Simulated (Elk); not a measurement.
The coordinates of a crystal:

```yaml
crystal:
  lattice:
    - [4.30120, 0.00000, 0.00000]
    - [-2.15060, 3.72495, 0.00000]
    - [0.00000, 0.00000, 7.04456]
  atoms:
    - { symbol: Sr, position: [0.33333, 0.66667, 0.25000] }
    - { symbol: Sr, position: [0.66667, 0.33333, 0.75000] }
```

Q: What crystal do these data define?

A: The element is strontium. Space group: P6_3/mmc (No. 194). Lattice: primitive hexagonal. It adopts the structure known as hexagonal close-packed (Mg type). The cell holds two atoms. The coordination shell of Sr holds twelve Sr in an anticuboctahedral arrangement at 4.30 to 4.31 Å. The bonds build a three-dimensional framework.

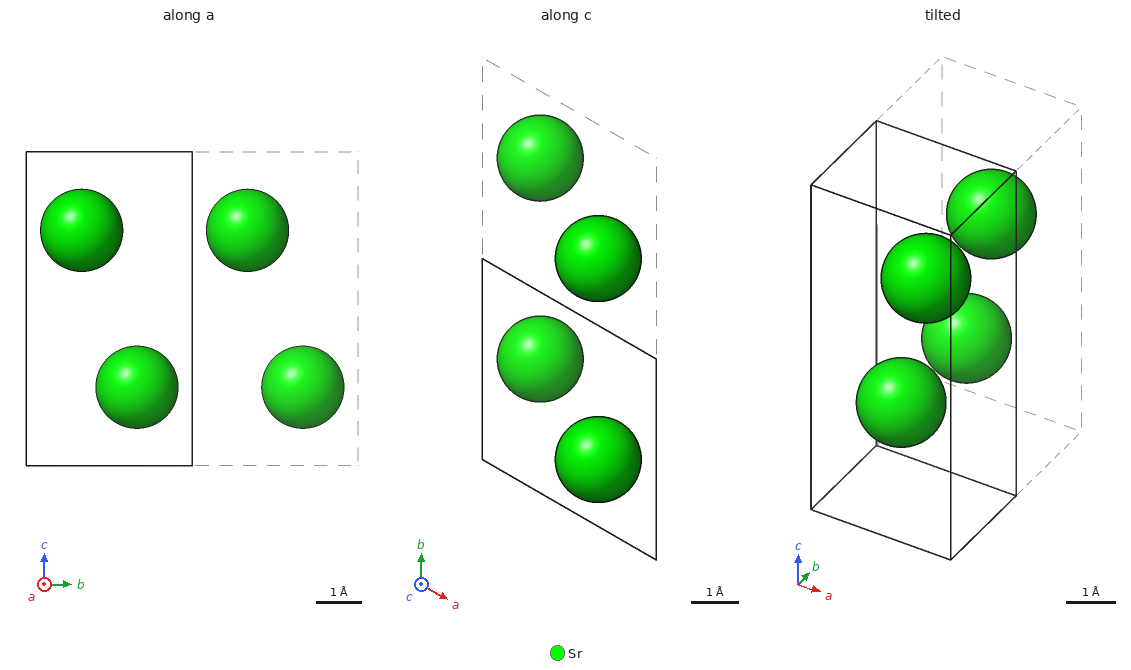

The crystal in a spheres-only representation, seen along the a axis, along the c axis and slightly off an axis. The picture spans 1×2×1 cells, one conventional unit cell being drawn with solid lines. Colours: strontium green.

Provenance: a structure listed in the Materials Project. Earlier steps of the study may have refined or changed the cell and positions. It was set up as input for a calculation with Elk.
